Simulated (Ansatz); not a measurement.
```cif
data_structure
_symmetry_space_group_name_H-M 'P 1'
_symmetry_Int_Tables_number 1
_cell_length_a 3.8885
_cell_length_b 3.8885
_cell_length_c 4.9828
_cell_angle_alpha 90.000
_cell_angle_beta 90.000
_cell_angle_gamma 90.000
_cell_volume 75.34
loop_
_atom_site_label
_atom_site_type_symbol
_atom_site_fract_x
_atom_site_fract_y
_atom_site_fract_z
_atom_site_occupancy
Sn1 Sn 0.50000 0.00000 0.76463 1
Sn2 Sn 0.00000 0.50000 0.23537 1
O1 O 0.00000 0.00000 0.00000 1
O2 O 0.50000 0.50000 0.00000 1
```

Space group P4/nmm; a structure from a database of computed crystals, not necessarily the ambient phase; not relaxed (largest force 0.4 eV/Å).

The calculation used Ansatz 0.2.0, Kohn-Sham DFT of a periodic cell, PBE, Ansatz PAW small core.

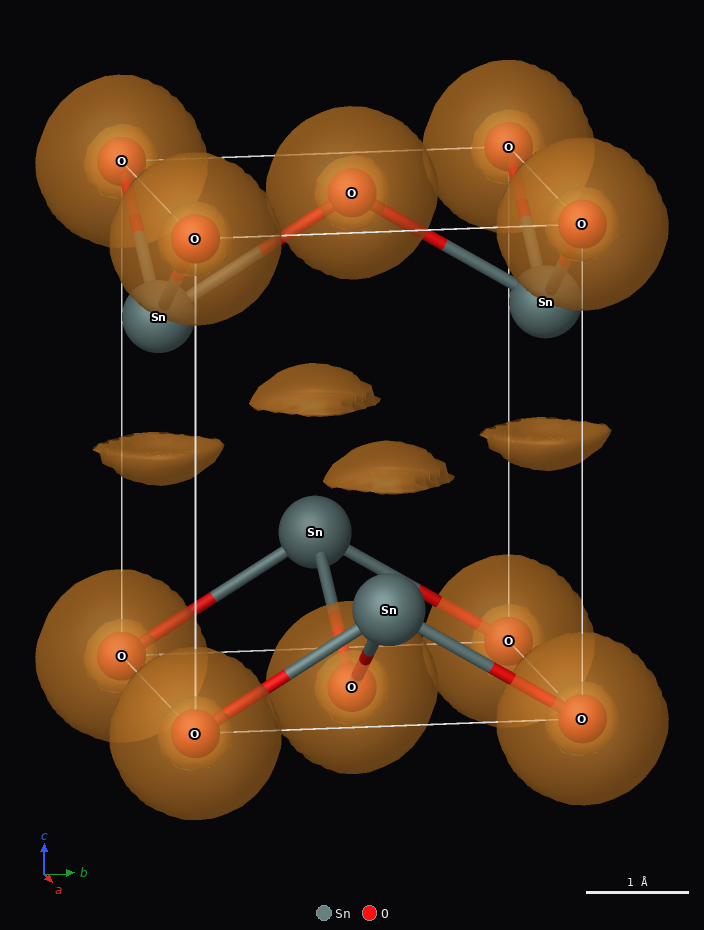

SnO. Isosurface of the ELF at 0.7 (orange), seen slightly off an axis. Core shells and regions of very low density are left out. Sticks mark near contacts.

In a PAW calculation such maps are meaningful between the atoms, not at the nuclei.

Q: Identify the bonds, lone pairs and shells in this picture.

A: At this value the surface marks out two lobes on Sn, pointing away from the bonds (lone pairs) and two regions wrapped around O (the valence shell of each), counted in one cell of 4 atoms. Regions shared between cells count once. Along the contacts the grid gives the following. Sn–O (2.27 Å): the ELF peaks at about 0.85 in the valence shell of O, 0.6 Å from its nucleus, and is about 0.20 at the midpoint; no shared electron pair shows on this line.

Q: Does the calculation give a band gap?

A: It is gapped, with a Kohn–Sham gap of 0.57 eV on the k-point mesh (the band edges may lie off the mesh, which would make the gap smaller).
